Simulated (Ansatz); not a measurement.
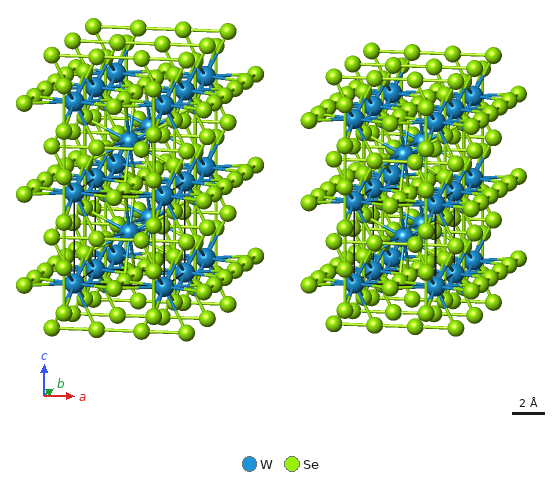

Two geometries of solid WSe3 (built on the A15_223 type) (coarse preliminary run), drawn at one scale. One is the start of a relaxation, the other its converged end. A ball-and-stick model of the cell of the calculation, repeated 1 × 2 × 2 with one cell outlined, seen slightly off an axis.

Method: Ansatz 0.2.0, DFT r2SCAN, scalar-relativistic, plane waves, PAW. (plane-wave cutoff 500 eV; k-point mesh 4 × 4 × 4; occupations gaussian; smearing width 0.1 eV; collinear spin; cell and atoms relaxed; force threshold 0.04 eV/Å; at most 70 steps)

Q: Which of the two is the end point?

A: The right one is the relaxed one. Case: A15 type (Pm-3n, No. 223). After 3 accepted moves (4 points after the start) the energy has fallen by 397 meV per atom. All forces vanish by symmetry, so only the cell relaxes. The pressure goes from −14.65 to −0.39 GPa. At 1 point the geometry stayed and the basis and grid were re-selected for the new cell (energy shift of 0.7 meV per atom at most each time). The atoms keep their places relative to the cell (all moves are under 0.005 Å). The volume changes by −26.0 %, with a = b = c 5.805 → 5.251 Å (−9.5 %). Some distances before and after: Se–Se 3.555 → 3.216 Å, Se–W 3.245 → 2.936 Å, Se–Se 2.903 → 2.626 Å. The space group stays Pm-3n (No. 223). The program noted that the starting moments weren't kept.
